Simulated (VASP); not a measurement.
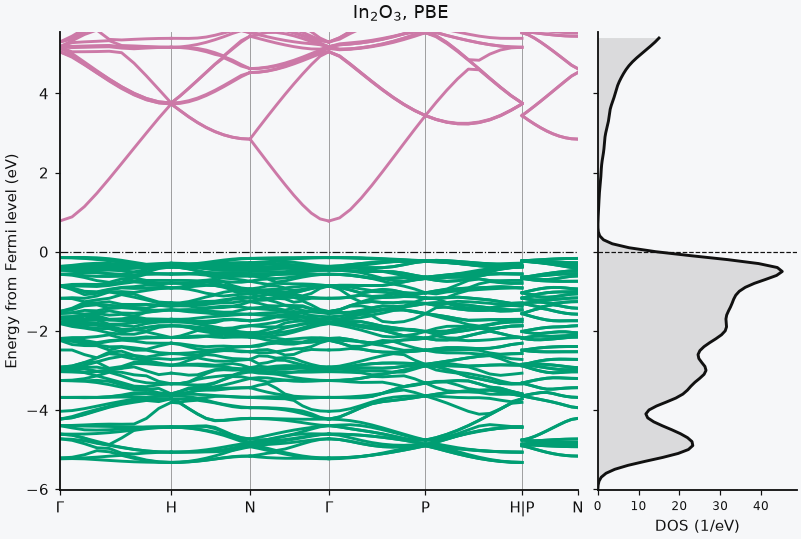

Band structure and density of states. Energies are counted from the Fermi level. The DOS curve is built from the levels of the k mesh with Gaussians 0.55 eV wide, which also blur the band edges; ripples of that width can come from the mesh.

The material is In$_{2}$O$_{3}$, space group Ia-3 (No. 206), 40 atoms in the primitive cell; cubic a = 10.295 Å.

Computed with VASP 6.6.1: PBE, VASP PAW PBE potentials, release 64 (In_d, O), no spin polarisation, no spin-orbit coupling, 6×6×6 k mesh, 450 eV cutoff.

Question: Is there a gap? Give its size, its kind and where the band edges lie.

Answer: The bands leave a gap. The gap along this path is 0.92 eV and direct: both edges lie at Γ. At N the top valence band lies only 0.02 eV lower.

Question: How much do the top valence band and the lowest conduction band disperse along the path?

Answer: The top valence band spans 0.2 eV and the lowest conduction band 3.0 eV; the flat valence band points to heavy, poorly mobile holes.

LDA, GGA and most meta-GGA functionals understate gaps. The cell was derived from a database entry in an earlier step, so it needn't be the measured one.
